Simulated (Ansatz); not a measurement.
System: BN, space group F-43m (No. 216).

Input file:
```
crystal:
  lattice:
    - [0.0, 1.729762927, 1.729762927]
    - [1.729762927, 0.0, 1.729762927]
    - [1.729762927, 1.729762927, 0.0]
  atoms:
    - { symbol: B, position: [0.0, 0.0, 0.0] }
    - { symbol: "N", position: [0.75, 0.75, 0.75] }
basis:
  ecutwfc: 420
kpoints:
  mp_grid: { grid: [12, 12, 12] }
hamiltonian:
  xc: lda
scf:
  occupations: { method: fixed }
output:
  eigenvalues: true
phonons:
  method: dfpt
  dielectric: true
  rigid_motions: translations
  eigenvectors: true
```

Launched with:
```bash
ansatz run input.yaml --threads 1 --pin off --max-ram 3072MiB --backend cpu --events-out ev --progress --plain --runs-dir out
```

How it was computed, with Ansatz 0.2.0: optical phonons of an insulator on the approach to the zone centre along x, y and z with the field of polar modes, imaginary frequencies are negative, field response on a mesh refined by the program; plane waves with PAW datasets. Level: LDA, no spin polarisation.

- wave cutoff: 420 eV
- k mesh: 12×12×12
- occupations: fixed
- pressure: 50 GPa

What does the calculation give for the polar optical modes, transverse and longitudinal, approaching the zone centre along x?

The transverse (TO, twofold) lines lie at 1210.2 and the longitudinal (LO) ones at 1430.2 cm⁻¹, the same along x, y and z by the cubic symmetry.

```
at  frequency (cm⁻¹)  degeneracy  dipole strength ((D/Å)²/amu)
 x            1210.2           2                          25.3
 x            1430.2           1                          12.6
```

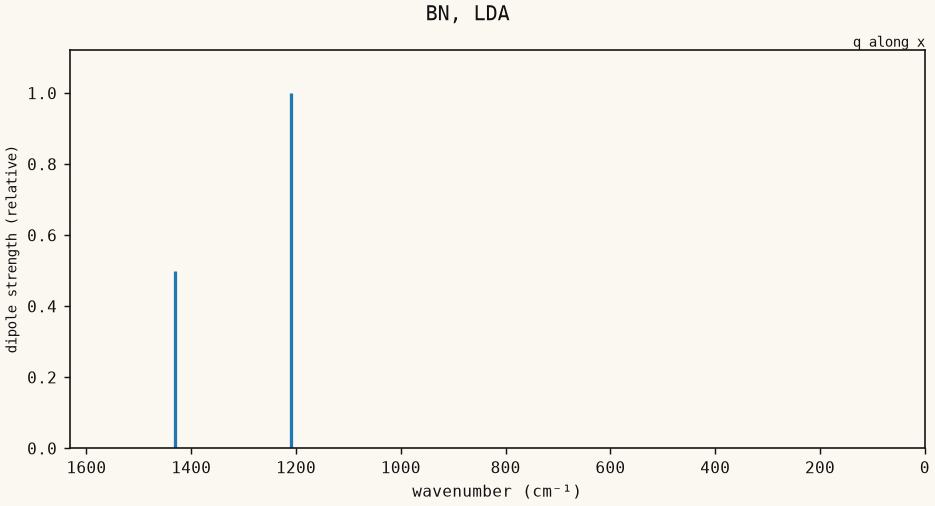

The spectrum is scaled to its strongest line.
